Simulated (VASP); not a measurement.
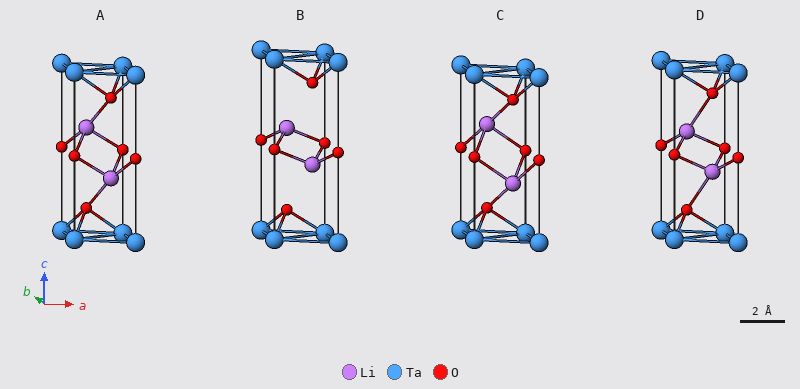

4 geometries from one relaxation of crystalline Li2TaO3 (a generated structure, set up in P-3m1), in shuffled order. Style: ball-and-stick. Shown: the cell of the calculation, slightly off an axis.

The run lets cell and atoms move.

Method: VASP, Kohn-Sham DFT of a periodic cell, PBE, VASP PAW PBE potentials, recommended. Set-up: plane-wave cutoff 520 eV; k-point mesh 5 × 5 × 2; occupations gaussian; smearing width 0.15 eV; no spin polarisation.

**Put them in the order of the run, from the start to the converged end.**

C, A, D, B. They are steps 0, 3, 10, 22, at +229 meV per atom, +86.6 meV per atom, +14.0 meV per atom relative to the last. The energy falls by 229 meV per atom in 22 geometry steps. The largest force component goes from 1.9 to 0.041 eV/Å. The pressure goes from −10.10 to −0.29 GPa. The largest moves relative to the cell, 0.64 Å, are those of Li atoms. By element the largest moves are Li 0.64 Å, O 0.20 Å. Ta stays in place. The drawn cell changes as follows: a = b 3.100 → 3.055 Å (−1.5 %), c 7.590 → 8.289 Å (+9.2 %); the volume changes by +6.0 %. Among the contacts that change: Li–Li 3.103 → 2.313 Å, Li–O 2.220 → 2.871 Å, Li–O 2.193 → 1.916 Å, O–Ta 2.163 → 2.095 Å. Bond angles that change, for instance: Li–O–Li 89.9° → 105.7°, Li–O–Li 90.1° → 74.3°, O–Li–O 89.9° → 105.7°. The space group stays P-3m1 (No. 164). It ran on 1 thread of Intel(R) Xeon(R) 6975P-C (Granite Rapids), on a shared host.
